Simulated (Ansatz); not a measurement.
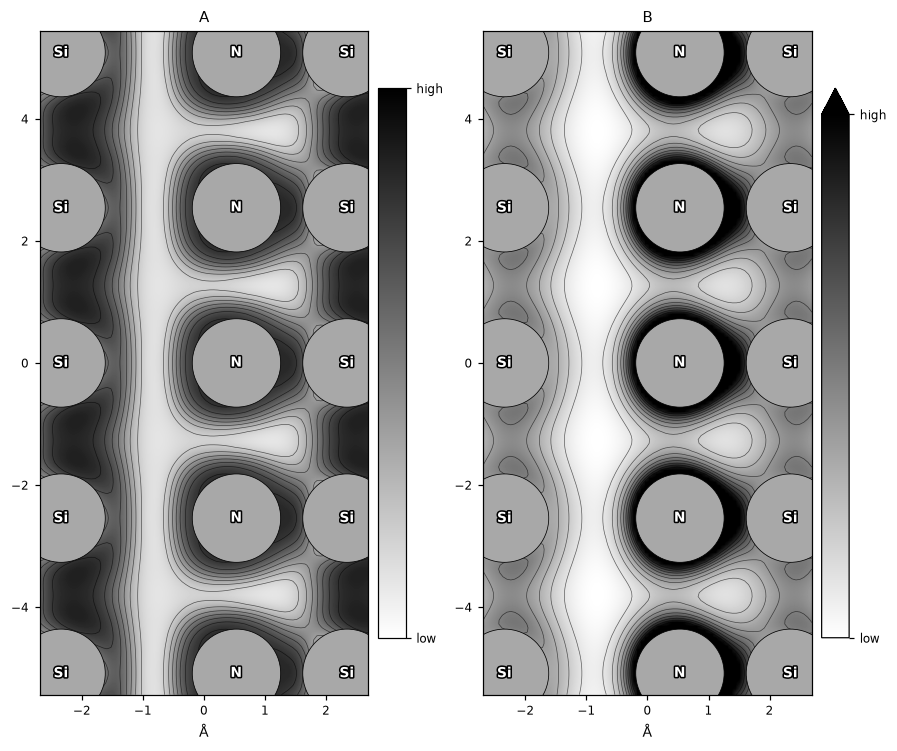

Si$_{3}$N$_{2}$: 2 fields on the (11̄0) plane of the conventional cell, with unlabelled colour scales. Grey discs cover the atomic cores.

Space group P4mm; a structure generated by program, which may or may not match a known phase.

Level of theory: Ansatz 0.2.0, DFT PBE, scalar-relativistic, plane waves, PAW.

The panels show electron localisation function and valence pseudo-density in some order. Assign them.

Panel A: electron localisation function. Panel B: valence pseudo-density. From the grid: Si–N (1.81 Å): ρ at the midpoint is about 0.92 e/Å³; the ELF peaks at about 0.85 between the atoms. Si–Si (2.54 Å): the density is about 0.39 e/Å³ at the midpoint; the ELF peaks at about 0.85 between the atoms.
